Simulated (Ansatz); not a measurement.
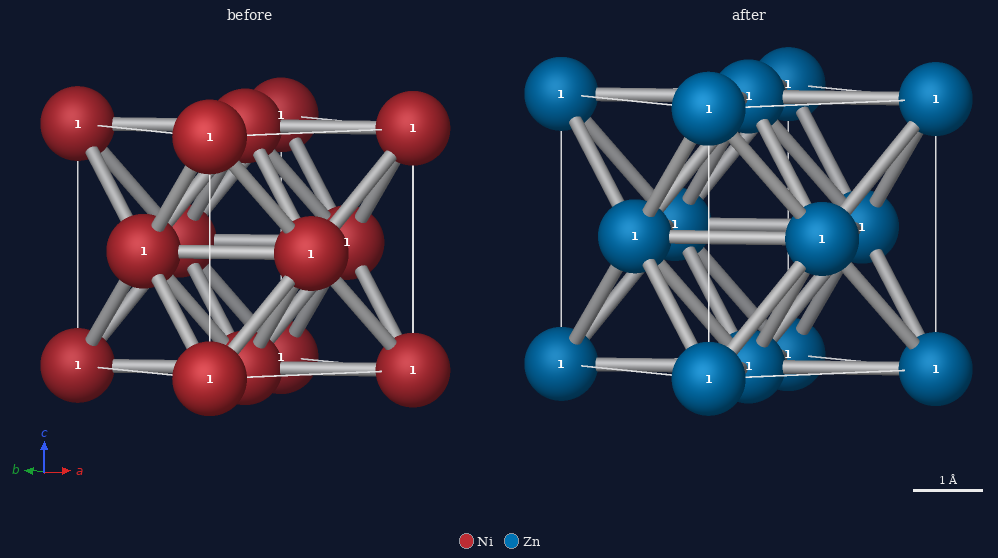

Left: crystalline Ni (set up in Fm-3m). Right: the same structure after one change, at the same scale. Style: ball-and-stick. Shown: the conventional cell (4 times the calculation's cell), from a free direction. Lengths and directions refer to the drawn axes.

Method: DFT PBE, scalar-relativistic, plane waves, PAW in Ansatz 0.2.0. (plane-wave cutoff 420 eV; occupations gaussian; smearing width 0.1 eV) The k-mesh is chosen for each cell (20×20×20, 18×18×18). Spin polarisation is switched on in some of the runs only.

**What was changed?**

Every nickel atom is replaced by zinc, which gives Zn. Cell and atoms are relaxed again (to zero pressure within 0.1 GPa, forces under 0.01 eV/Å).

**What does the change do?**

The volume per atom goes from 10.89 to 15.15 Å³. The absolute magnetisation per cell goes from 0.73 to 0.00 μB (net moment 0.64 and 0.00 μB). It is metallic before and after. Cell: a = b = c 3.519 → 3.928 Å (+11.6 %). Volume +39.2 %. The space group stays Fm-3m (No. 225).
